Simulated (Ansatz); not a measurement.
Nb

Input

```
crystal:
  lattice:
    - [2.71964, 0.0, 0.0]
    - [0.0, 2.71964, 0.0]
    - [0.0, 0.0, 2.71964]
  atoms:
    - { symbol: Nb, position: [0.5, 0.5, 0.5] }
hamiltonian:
  xc: lda
  pseudopotentials: { kind: paw }
kpoints:
  mp_grid: { grid: [7, 7, 7] }
  band_path:
    path:
      - [[0.0, 0.0, 0.0], [0.0, 0.5, 0.0], [0.5, 0.5, 0.0], [0.0, 0.0, 0.0], [0.5, 0.5, 0.5], [0.0, 0.5, 0.0]]
      - [[0.5, 0.5, 0.0], [0.5, 0.5, 0.5]]
    npoints: 14
scf:
  occupations: { method: fermi_dirac, width: 0.05 }
  n_extra_bands: 6
output:
  forces: true
  stress: true
  eigenvalues: true
  fatbands: false
  write_density: true
  write_potential: true
  elf: true
  volumetric_format: npy
```

Command:

```sh
ansatz run input.yaml --threads 2 --pin off --max-ram 5632MiB --backend cpu --events-out ev --progress --plain --runs-dir out
```

Below, planes, directions and counts refer to the conventional cell (a = 2.72 Å, b = 2.72 Å, c = 2.72 Å, α = 90.00°, β = 90.00°, γ = 90.00°).

Space group Pm-3m; a generated structure, not necessarily the stable one; computed pressure about −8 GPa in this cell.

These are results of Kohn-Sham DFT of a periodic cell, LDA, Ansatz PAW (Ansatz), not measurements.

Q: What will maps of the valence pseudo-density and electron localisation function show?

A: Nb–Nb (2.72 Å): ρ is about 0.39 e/Å³ halfway; the ELF is about 0.35 at the midpoint.

Q: Metal or insulator at this level of theory?

A: It is metallic or semimetallic at this level of theory: no gap opens.

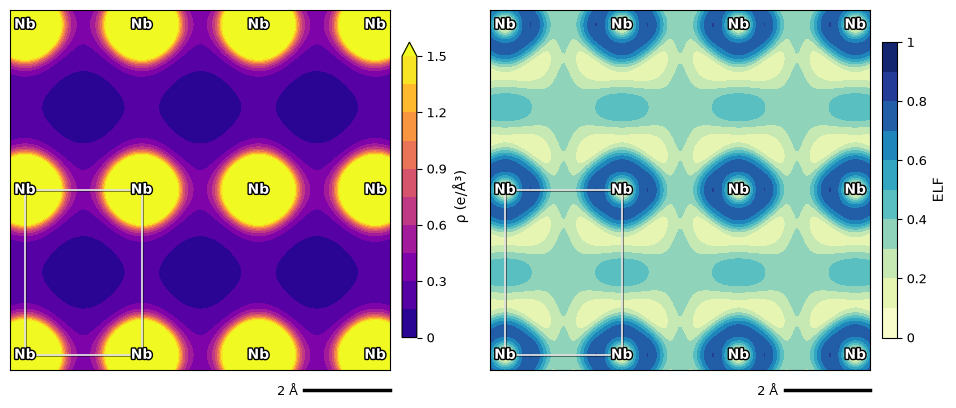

Computed valence pseudo-density and electron localisation function on the (110) plane of the conventional cell, in this order. 

Core electrons are frozen (PAW), and the valence fields are smoothed inside the atomic spheres.
